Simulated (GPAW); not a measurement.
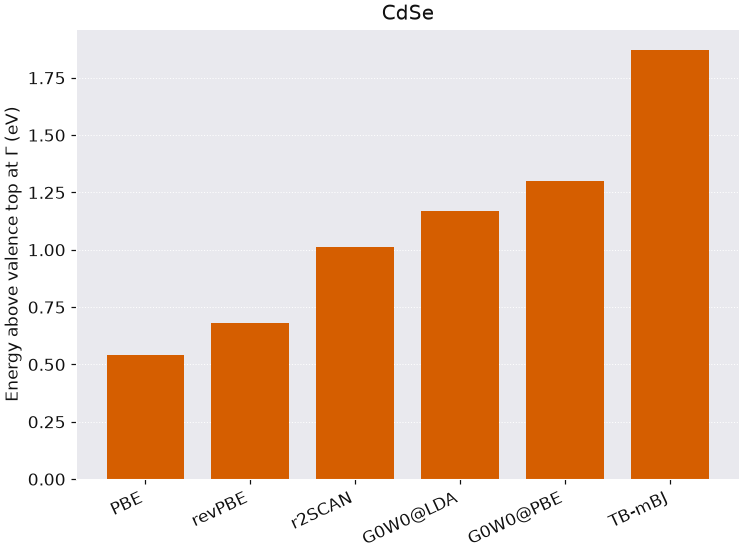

Lowest conduction level at Γ, counted from the valence-band top at Γ, by several methods on one cell of zincblende CdSe, space group F-43m (No. 216), 2 atoms in the primitive cell; cubic a = 6.141 Å. All runs are without spin-orbit coupling and carry no moments.

Q: How do the methods rank at Γ?

A: From low to high: PBE 0.54, revPBE 0.68, r2SCAN 1.01, G0W0@LDA 1.17, G0W0@PBE 1.30, TB-mBJ 1.87 eV.

| method | program | Γ (eV) |
| --- | --- | --- |
| PBE | GPAW | 0.54 |
| revPBE | GPAW | 0.68 |
| r2SCAN | GPAW | 1.01 |
| G0W0@LDA | GPAW | 1.17 |
| G0W0@PBE | GPAW | 1.30 |
| TB-mBJ | GPAW | 1.87 |

Settings. PBE: GPAW PAW data sets (gpaw-data 1.2.1), 8×8×8 k mesh, 600 eV cutoff, Gaussian smearing of 0.011 eV (GPAW 26.7.0). revPBE: the program's PAW data sets (release 1.2.1) made for this functional, 8×8×8 k mesh, 600 eV cutoff, Fermi-Dirac smearing of 0.05 eV (GPAW 26.7.0). r2SCAN: GPAW PAW data sets (gpaw-data 1.2.1), 8×8×8 k mesh, 600 eV cutoff, Fermi-Dirac smearing of 0.05 eV (GPAW 26.7.0). G0W0@LDA: LDA, the program's PAW data sets (release 1.2.1) made for this functional, 4×4×4 k mesh, 450 eV cutoff, Fermi-Dirac smearing of 0.001 eV (GPAW 26.7.0), G0W0 with response cutoff 150 eV, frequency model plasmon pole and response bands 241, extrapolated in the response cutoff. G0W0@PBE: PBE, GPAW PAW data sets (gpaw-data 1.2.1), 4×4×4 k mesh, 450 eV cutoff, Fermi-Dirac smearing of 0.001 eV (GPAW), G0W0 with response cutoff 150 eV, frequency model plasmon pole and response bands 241, extrapolated in the response cutoff. TB-mBJ: GPAW PAW data sets for LDA (gpaw-data 1.2.1), 8×8×8 k mesh, 600 eV cutoff, Fermi-Dirac smearing of 0.05 eV (GPAW 26.7.0).

These are six of the 30 methods that were run on this cell. Runs that lie over 0.07 eV from the median of the programs for their method weren't drawn. Spin-orbit coupling is left out, which matters for Se. The usual form of CdSe is wurtzite, though both occur. LDA, GGA and most meta-GGA functionals understate gaps. r2SCAN and TB-mBJ: the PAW data sets were made with another functional. G0W0@LDA and G0W0@PBE: the k mesh is coarse, so the values aren't converged. G0W0@LDA and G0W0@PBE: the quasiparticle gap is taken among the few k points that were corrected. G0W0@LDA and G0W0@PBE: the long-wavelength limit can be off by several per cent where d states take part. TB-mBJ: this is a model potential built to give gaps, with no total energy.
